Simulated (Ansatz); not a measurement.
**Phonon calculation of YN (part 1 of 2)**

YN (Fm-3m, 2 atoms in the cell), computed with DFT, PBEsol, PAW with Ansatz's default frozen-core files, scalar-relativistic; harmonic phonons by finite displacements, no spin polarisation (Ansatz 0.2.0).

The structure derives from an entry of the Crystallography Open Database. It belongs to a series of runs on one base structure; here: volume scaled by 1.015, PAW files.

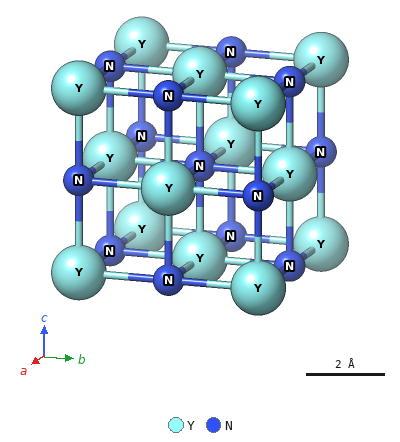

**Figure 1.** The structure (ball-and-stick view of the cell 4 times as large as that of the calculation, set on its symmetry axes, seen slightly off an axis). An atom can appear more than once, as a periodic image. Near neighbours in the periodic cell (some may lie outside the picture): Y has 6 N at 2.44 Å; N has 6 Y at 2.44 Å.

### The input
```yaml
crystal:
  lattice:
    - [0.0, 2.44006012443, 2.44006012443]
    - [2.44006012443, 0.0, 2.44006012443]
    - [2.44006012443, 2.44006012443, 0.0]
  atoms:
    - { symbol: "Y", position: [0.0, 0.0, 0.0] }
    - { symbol: "N", position: [0.5, 0.5, 0.5] }
kpoints:
  mp_grid: { grid: [14, 14, 14] }
scf:
  occupations: { method: fermi_dirac, width: 0.1 }
hamiltonian:
  xc: pbesol
  pseudopotentials: { kind: paw }
phonons:
  qmesh: [2, 2, 2]
  qpath:
    path:
      - [0.0, 0.0, 0.0]
      - [0.5, 0.0, 0.5]
      - [0.625, 0.25, 0.625]
      - [0.375, 0.375, 0.75]
      - [0.0, 0.0, 0.0]
      - [0.5, 0.5, 0.5]
      - [0.5, 0.25, 0.75]
      - [0.5, 0.0, 0.5]
    npoints: 6
  temperatures: { t_min: 0, t_max: 1000, t_step: 100 }
```

Command:
```bash
ansatz run input.yaml --threads 1 --pin off --max-ram 3072MiB --backend cpu --events-out ev --progress --plain --runs-dir out
```

### Output
```
Engine: ansatz 0.2.0, x86_64-unknown-linux-gnu
Pseudopotentials: kind: paw
Pseudopotential: Y, paw, valence charge 11, recommended cutoff 420 eV (normal), Y.paw.azcp
Pseudopotential: N, paw, valence charge 5, recommended cutoff 420 eV (normal), N.paw.azcp
Functional definition: PBEsol
  exchange = pbesol_x
  correlation = pbesol_c
Crystal: 4 atoms, lattice volume = 58.111 Å³
Basis set: ecut = 420 eV, 1105 PW (Γ), FFT grids on a1, a2, −a2+a3, exchange–correlation on 48×48×80 points (8 copies of the dense FFT grid, shifted against one another)
Bands: 19, of which v1, the nominal top of the filled ones, is band 16 counted from 1 (15 counted from 0)
Symmetry: 24 space group operations
k-points: 144 of 1372
Non-local potential: Y, projectors of the file, l = 0: 3, l = 1: 2, l = 2: 2, l = 3: 1
Non-local potential: N, projectors of the file, l = 0: 2, l = 1: 2, l = 2: 1
PAW form: soft (Blöchl's): semilocal exchange-correlation on the pseudo side does not see the compensation charge
PAW frozen core: Y, regenerated for the run's functional, and the local potential with it (the file was generated under x = pbe(κ = 0.804, μ = 0.2195149727645171), c = pbe(β = 0.06672455060314922))
PAW frozen core: N, regenerated for the run's functional, and the local potential with it (the file was generated under x = pbe(κ = 0.804, μ = 0.2195149727645171), c = pbe(β = 0.06672455060314922))
PAW one-centre angular grid: Y, 590 points (default); XC on 64 Gauss nodes
PAW one-centre angular grid: N, 110 points (default); XC on 64 Gauss nodes
Initial density: handed on by an earlier stage of this run
Initial wavefunctions: those handed on with the density
Functional: x = pbesol(κ = 0.804, μ = 0.12345679012345678), c = pbesol(β = 0.046)
SCF iter   1: F=—  HF=-8354.478407 eV  |F-HF|=—  |Δ(HF+E_count)|=         —  Δρ=8.82e-8  dr2=1.23e-12  ethr=1.95e-12  ⟨swp⟩=6.2  Hψ=12785  notcnv=0
preconditioner: auto → Kerker (q_TF=auto, 2.470 Å⁻¹)  [metal: Δε(μ)=0.100 eV  Ē_g=15.134 eV  σ=0.100 eV  W_gap=0.24  n_scr=16 (ndim 8)  ℏωp=25.8 eV  f_vac=0.000  D(μ)=0.09/eV (n_scr^D=0)]
SCF iter   2: F=-8354.478407 eV  HF=-8354.478407 eV  |F-HF|=3.64e-12  |Δ(HF+E_count)|=  1.82e-12  Δρ=5.04e-8  dr2=3.93e-13  ethr=1.00e-12  ⟨swp⟩=2.1  Hψ=5639  notcnv=0
SCF 1 converged in 2 iterations: F = -8354.478407 eV  dr2 = 3.93e-13
  greatest PAW one-centre occupation: 0.993 electrons in one spin orbital (limit 2), on the Y atom at site 2 (counted from 0), in its partial waves of l = 0
Crystal: 2 atoms, lattice volume = 29.056 Å³
Basis set: ecut = 420 eV, 537 PW (Γ), exchange–correlation on 48×48×48 points (8 copies of the dense FFT grid, shifted against one another)
Bands: 12, of which v1, the nominal top of the filled ones, is band 8 counted from 1 (7 counted from 0)
Symmetry: 48 space group operations
k-points: 104 of 2744
Initial density: read from a saved state, or passed on in memory by an earlier SCF of this step, an earlier step, the calling program or the single point that the run made first
Initial wavefunctions: pseudopotential atomic-orbital guess
iter 1 solved again at ethr=5.51e-8 eV; its pass at ethr=3.10e-3 eV (dr2=8.82e-6 eV) is discarded
SCF iter   1: F=—  HF=-4177.239203 eV  |F-HF|=—  |Δ(HF+E_count)|=         —  Δρ=5.93e-7  dr2=1.13e-10  ethr=5.51e-8  ⟨swp⟩=3.1  Hψ=10238  notcnv=0
eigensolver tolerance schedule: the retry pair's looser diagonalisation over-reported the residual by 78173.49 of it (diagonalisation noise at an unbounded share of the residual, at the tolerance the schedule requests for it); recorded, not acted on — ethr = c·dr2/N_el stays at c = 1.0e-1
preconditioner: auto → none  [metal: Δε(μ)=0.100 eV  Ē_g=16.950 eV  σ=0.100 eV  W_gap=0.24  n_scr=8 (ndim 8)  ℏωp=25.8 eV  f_vac=0.000  D(μ)=0.04/eV (n_scr^D=0)]
iter 2 did not close the SCF: its close was put off for the readings that it lacked (scf_convergence_deferred on its scf_iter line)
SCF iter   2: F=-4177.239203 eV  HF=-4177.239203 eV  |F-HF|=5.37e-11  |Δ(HF+E_count)|=   5.38e-7  Δρ=4.74e-7  dr2=7.06e-11  ethr=1.00e-12  ⟨swp⟩=2.9  Hψ=2564  notcnv=0
iter 3 did not close the SCF: its close was put off for the readings that it lacked (scf_convergence_deferred on its scf_iter line)
SCF iter   3: F=-4177.239203 eV  HF=-4177.239203 eV  |F-HF|=1.09e-11  |Δ(HF+E_count)|=  1.27e-11  Δρ=2.52e-7  dr2=2.05e-11  ethr=1.00e-12  ⟨swp⟩=1.0  Hψ=1248  notcnv=0
iter 4 did not close the SCF: its close was put off for the readings that it lacked (scf_convergence_deferred on its scf_iter line)
SCF iter   4: F=-4177.239203 eV  HF=-4177.239203 eV  |F-HF|=9.09e-13  |Δ(HF+E_count)|=    0.00e0  Δρ=9.12e-8  dr2=2.77e-12  ethr=1.00e-12  ⟨swp⟩=1.0  Hψ=1248  notcnv=0
iter 5 did not close the SCF: its close was put off for the readings that it lacked (scf_convergence_deferred on its scf_iter line)
SCF iter   5: F=-4177.239203 eV  HF=-4177.239203 eV  |F-HF|=1.82e-12  |Δ(HF+E_count)|=  1.82e-12  Δρ=4.94e-8  dr2=7.95e-13  ethr=1.00e-12  ⟨swp⟩=1.0  Hψ=1248  notcnv=0
SCF iter   6: F=-4177.239203 eV  HF=-4177.239203 eV  |F-HF|=9.09e-13  |Δ(HF+E_count)|=  9.09e-13  Δρ=1.58e-8  dr2=8.02e-14  ethr=1.00e-12  ⟨swp⟩=1.0  Hψ=2912  notcnv=0
SCF 2 converged in 6 iterations: F = -4177.239203 eV  dr2 = 8.02e-14
  greatest PAW one-centre occupation: 0.993 electrons in one spin orbital (limit 2), on the Y atom at site 0 (counted from 0), in its partial waves of l = 0
k-points: 244 of 2744 (irreducible under 8 space group operations, time reversal used)
iter 1 solved again at ethr=1.15e-7 eV; its pass at ethr=3.10e-3 eV (dr2=1.84e-5 eV) is discarded
SCF iter   1: F=—  HF=-4177.238555 eV  |F-HF|=—  |Δ(HF+E_count)|=         —  Δρ=2.40e-4  dr2=2.43e-5  ethr=1.15e-7  ⟨swp⟩=2.9  Hψ=21383  notcnv=0  defer=388
preconditioner: auto → none  [insulator: Δε(μ)=0.107 eV  Ē_g=16.950 eV  n_scr=8 (ndim 8)  ℏωp=25.8 eV  f_vac=0.000  ε∞_Penn≈3.3]
SCF iter   2: F=—  HF=-4177.238555 eV  |F-HF|=—  |Δ(HF+E_count)|=   3.41e-7  Δρ=2.92e-4  dr2=2.68e-5  ethr=1.15e-7  ⟨swp⟩=2.0  Hψ=3904  notcnv=0  defer=347
SCF iter   3: F=—  HF=-4177.238549 eV  |F-HF|=—  |Δ(HF+E_count)|=   6.34e-6  Δρ=3.62e-5  dr2=2.09e-7  ethr=1.15e-7  ⟨swp⟩=2.0  Hψ=3674  notcnv=0  defer=3
SCF iter   4: F=—  HF=-4177.238550 eV  |F-HF|=—  |Δ(HF+E_count)|=   1.06e-6  Δρ=3.04e-6  dr2=1.52e-9  ethr=1.30e-9  ⟨swp⟩=2.6  Hψ=4285  notcnv=0
SCF iter   5: F=-4177.238550 eV  HF=-4177.238550 eV  |F-HF|=1.73e-11  |Δ(HF+E_count)|=  4.36e-10  Δρ=6.80e-7  dr2=4.51e-11  ethr=1.00e-12  ⟨swp⟩=3.8  Hψ=9708  notcnv=0
SCF 3 converged in 5 iterations: F = -4177.238550 eV  dr2 = 4.51e-11
NSCF: frozen V_eff on 137 k-points
DFPT response loops at Γ: preconditioner auto → none (the input reference at scf.mixing.eps_inf says where Resta's filter doesn't serve); β = 0.50; Broyden in place of MSR1
── the response to a field inside a basis, on 16×16×16 k-points: an SCF that follows is theirs, and a resumed run solves both again ──
Bands: 9, of which v1, the nominal top of the filled ones, is band 8 counted from 1 (7 counted from 0)
k-points: 408
Initial wavefunctions: pseudopotential atomic-orbital guess (no wavefunctions were taken with the density)
Eigensolver: Dense (408 Hₖ)
SCF iter   1: F=—  HF=-4177.239377 eV  |F-HF|=—  |Δ(HF+E_count)|=         —  Δρ=2.43e-4  dr2=2.45e-6  ethr=1.00e-1
preconditioner: auto → none  [insulator: Δε(μ)=0.174 eV  Ē_g=14.477 eV  n_scr=8 (ndim 8)  ℏωp=25.8 eV  f_vac=0.000  ε∞_Penn≈4.2]
SCF iter   2: F=—  HF=-4177.239379 eV  |F-HF|=—  |Δ(HF+E_count)|=   2.06e-6  Δρ=1.17e-4  dr2=8.91e-7  ethr=1.53e-8
SCF iter   3: F=—  HF=-4177.239381 eV  |F-HF|=—  |Δ(HF+E_count)|=   1.28e-6  Δρ=8.84e-5  dr2=2.52e-6  ethr=5.57e-9  recentre
SCF iter   4: F=-4177.239380 eV  HF=-4177.239380 eV  |F-HF|=2.13e-9  |Δ(HF+E_count)|=   5.02e-7  Δρ=7.63e-6  dr2=5.77e-9  ethr=5.57e-9
SCF 1 converged in 4 iterations: F = -4177.239380 eV  dr2 = 5.77e-9
DFPT response loops at Γ: mixed as the last ones told, above
Symmetry: 2 space group operations
k-points: 372 of 1372 (time reversal used)
iter 1 solved again at ethr=6.72e-8 eV; its pass at ethr=3.10e-3 eV (dr2=2.15e-5 eV) is discarded
SCF iter   1: F=—  HF=-8354.478368 eV  |F-HF|=—  |Δ(HF+E_count)|=         —  Δρ=1.92e-4  dr2=2.42e-5  ethr=6.72e-8  ⟨swp⟩=2.0  Hψ=42077  notcnv=0
SCF iter   2: F=—  HF=-8354.478383 eV  |F-HF|=—  |Δ(HF+E_count)|=   1.55e-5  Δρ=7.99e-5  dr2=3.03e-6  ethr=6.72e-8  ⟨swp⟩=2.0  Hψ=9656  notcnv=0
SCF iter   3: F=—  HF=-8354.478383 eV  |F-HF|=—  |Δ(HF+E_count)|=   6.19e-7  Δρ=3.44e-5  dr2=1.02e-6  ethr=9.48e-9  ⟨swp⟩=2.2  Hψ=10164  notcnv=0
SCF iter   4: F=—  HF=-8354.478382 eV  |F-HF|=—  |Δ(HF+E_count)|=   3.03e-7  Δρ=8.58e-6  dr2=7.71e-8  ethr=3.20e-9  ⟨swp⟩=2.6  Hψ=11529  notcnv=0
SCF iter   5: F=—  HF=-8354.478382 eV  |F-HF|=—  |Δ(HF+E_count)|=   2.29e-8  Δρ=2.44e-6  dr2=7.69e-9  ethr=2.41e-10  ⟨swp⟩=2.3  Hψ=10281  notcnv=0
SCF iter   6: F=—  HF=-8354.478382 eV  |F-HF|=—  |Δ(HF+E_count)|=   1.12e-9  Δρ=1.34e-6  dr2=1.34e-9  ethr=2.40e-11  ⟨swp⟩=2.1  Hψ=9694  notcnv=0
SCF iter   7: F=—  HF=-8354.478382 eV  |F-HF|=—  |Δ(HF+E_count)|=  2.46e-10  Δρ=6.74e-7  dr2=3.15e-10  ethr=4.20e-12  ⟨swp⟩=2.0  Hψ=10044  notcnv=0
SCF iter   8: F=—  HF=-8354.478382 eV  |F-HF|=—  |Δ(HF+E_count)|=  5.64e-11  Δρ=1.59e-7  dr2=2.09e-11  ethr=1.00e-12  ⟨swp⟩=2.0  Hψ=9430  notcnv=0
SCF iter   9: F=-8354.478382 eV  HF=-8354.478382 eV  |F-HF|=0.00e0  |Δ(HF+E_count)|=  3.64e-12  Δρ=3.49e-8  dr2=1.08e-12  ethr=1.00e-12  ⟨swp⟩=5.0  Hψ=28419  notcnv=0
SCF 2 converged in 9 iterations: F = -8354.478382 eV  dr2 = 1.08e-12
iter 1 solved again at ethr=3.44e-8 eV; its pass at ethr=3.10e-3 eV (dr2=1.10e-5 eV) is discarded
SCF iter   1: F=—  HF=-8354.478373 eV  |F-HF|=—  |Δ(HF+E_count)|=         —  Δρ=1.26e-4  dr2=1.30e-5  ethr=3.44e-8  ⟨swp⟩=2.2  Hψ=39740  notcnv=0
SCF iter   2: F=—  HF=-8354.478391 eV  |F-HF|=—  |Δ(HF+E_count)|=   1.78e-5  Δρ=8.30e-5  dr2=6.03e-6  ethr=3.44e-8  ⟨swp⟩=1.0  Hψ=7068  notcnv=0
SCF iter   3: F=—  HF=-8354.478389 eV  |F-HF|=—  |Δ(HF+E_count)|=   1.49e-6  Δρ=7.87e-6  dr2=2.03e-8  ethr=1.88e-8  ⟨swp⟩=2.0  Hψ=9290  notcnv=0
SCF iter   4: F=—  HF=-8354.478389 eV  |F-HF|=—  |Δ(HF+E_count)|=   4.94e-7  Δρ=3.09e-6  dr2=5.31e-9  ethr=6.34e-11  ⟨swp⟩=2.0  Hψ=12282  notcnv=0
SCF iter   5: F=—  HF=-8354.478389 eV  |F-HF|=—  |Δ(HF+E_count)|=  5.28e-11  Δρ=1.64e-6  dr2=1.62e-9  ethr=1.66e-11  ⟨swp⟩=2.0  Hψ=10041  notcnv=0
SCF iter   6: F=—  HF=-8354.478389 eV  |F-HF|=—  |Δ(HF+E_count)|=  1.47e-10  Δρ=5.80e-7  dr2=2.25e-10  ethr=5.06e-12  ⟨swp⟩=2.0  Hψ=8639  notcnv=0
SCF iter   7: F=—  HF=-8354.478389 eV  |F-HF|=—  |Δ(HF+E_count)|=  9.09e-12  Δρ=1.64e-7  dr2=2.02e-11  ethr=1.00e-12  ⟨swp⟩=2.0  Hψ=8955  notcnv=0
SCF iter   8: F=-8354.478389 eV  HF=-8354.478389 eV  |F-HF|=5.46e-12  |Δ(HF+E_count)|=  3.64e-12  Δρ=2.60e-8  dr2=5.70e-13  ethr=1.00e-12  ⟨swp⟩=5.0  Hψ=28939  notcnv=0
SCF 3 converged in 8 iterations: F = -8354.478389 eV  dr2 = 5.70e-13
Basis set: ecut = 420 eV, 1125 PW (Γ), FFT grids on a1, a2, −a1+a2+a3, exchange–correlation on 48×48×72 points (8 copies of the dense FFT grid, shifted against one another)
Bands: 20, of which v1, the nominal top of the filled ones, is band 16 counted from 1 (15 counted from 0)
Symmetry: 32 space group operations
```
